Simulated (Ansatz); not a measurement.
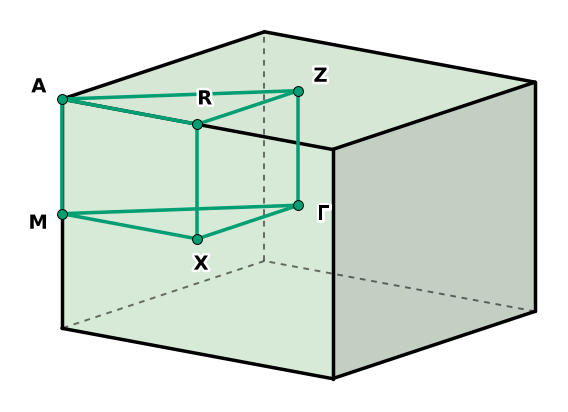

The figure shows the first Brillouin zone with its special points and a band path. Crystal: GaSb3, the end point of a relaxation with DFT PBE, scalar-relativistic, plane waves, PAW in Ansatz 0.2.0. The drawing is computed from the coordinates (standard cell, symmetry found to 0.002 Å).

Labels and path follow the convention of Hinuma et al. (2017), as computed by seekpath.

**Which Bravais lattice has this zone?**

A primitive tetragonal lattice (tP; extended symbol tP1). The zone is a parallelepiped in its combinatorial type: 6 faces (6 with 4 edges), 12 edges, 8 vertices.

**Write the standard path through the labelled points.**

Γ–X–M–Γ–Z–R–A–Z | X–R | M–A
